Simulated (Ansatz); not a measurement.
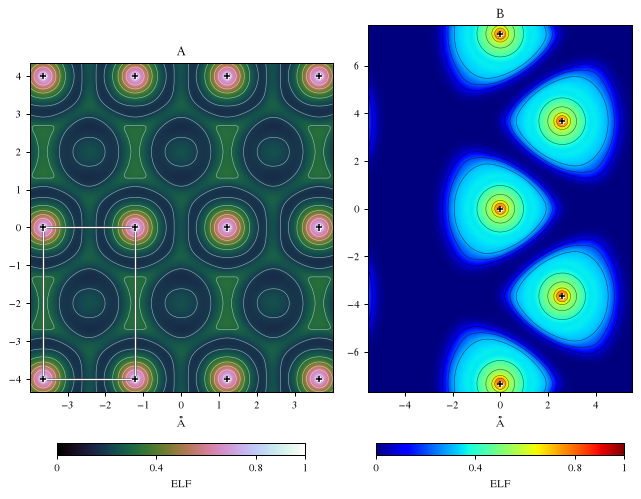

The ELF of 2 systems, each on a plane through atoms (crosses mark nuclei in the plane).

Computed with DFT, revPBE, plane waves (420 eV) with PAW, scalar-relativistic in Ansatz.

System 1: Ni, the (100) plane of the conventional cell. Space group P6₃/mmc; set up as Ni, hcp; a generated structure, not necessarily the stable one; changed on purpose from its base cell (volume × 0.92); computed pressure about 19 GPa in this cell; computed without spin polarisation.

System 2: Hg, the (101) plane of the conventional cell. Space group Fd-3m; set up as Hg, diamond; a generated structure, not necessarily the stable one.

```
Hg
1.0
    10.37594    0.00000    0.00000
     0.00000   10.37594    0.00000
     0.00000    0.00000   10.37594
Hg
8
Direct
  0.75000 0.25000 0.25000
  0.25000 0.75000 0.25000
  0.25000 0.25000 0.75000
  0.75000 0.75000 0.75000
  0.50000 0.00000 0.00000
  0.00000 0.50000 0.00000
  0.00000 0.00000 0.50000
  0.50000 0.50000 0.50000
```

### Which map belongs to which system?

Panel A is system 1, Ni: the plane holds Ni. Ni–Ni (2.43 Å): the ELF is about 0.25 at the midpoint: no shared electron pair shows on this line. Panel B is system 2, Hg: the plane holds Hg. Hg–Hg (4.49 Å): the ELF is about 0 at the midpoint; no localised pair shows between them.
